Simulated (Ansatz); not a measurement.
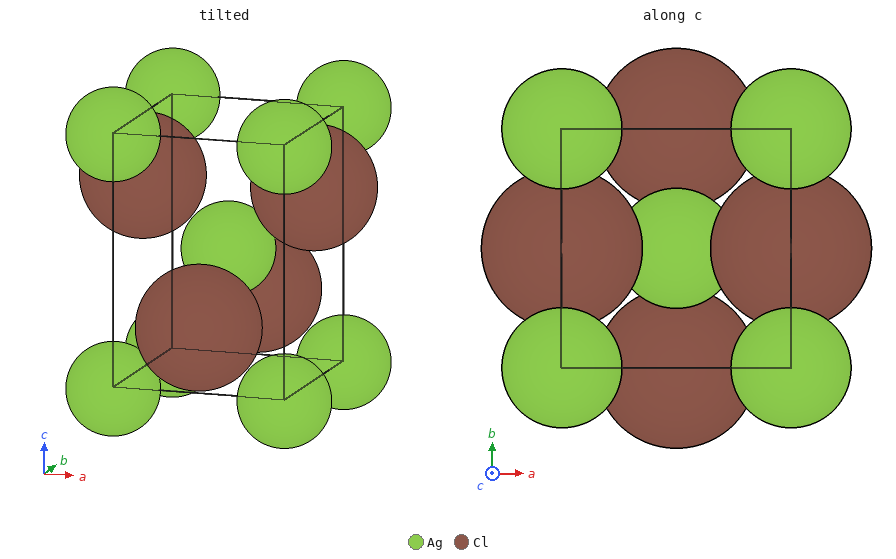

Space-filling representation of a periodic structure, projected slightly off an axis and along the c axis. The conventional unit cell is drawn as a box.

AgCl, space group Imm2 (No. 44), a = 4.145 Å, b = 4.322 Å, c = 5.986 Å, α = 90.00°, β = 90.00°, γ = 90.00°. Starting structure: a structure type filled with these elements by a generator (whether the compound takes this form wasn't checked). The cell was then strained or its atoms displaced on purpose. It went into a calculation with Ansatz.

This one geometry was computed with Ansatz (DFT, plane waves, PAW) at three levels of theory: r2SCAN, PBE and HSE06. It was relaxed with r2SCAN and then strained.

How does the band gap change with the level of theory?

Answer. PBE: a gap of 1.22 eV, direct; r2SCAN: a gap of 1.61 eV, direct; HSE06: a gap of 2.67 eV, direct.

Collect the results in a table.

Answer.
| level | cutoff (eV) | k-mesh of the run's cell | gap (eV) | pressure (GPa) |
| --- | --- | --- | --- | --- |
| r2SCAN | 500 | 8×8×8 | 1.61 | 0.0 |
| PBE | 420 | 8×8×8 | 1.22 | 1.1 |
| HSE06 | 420 | 6×6×6 | 2.67 | 1.0 |

Gaps are taken on the k-mesh or band path of each run.
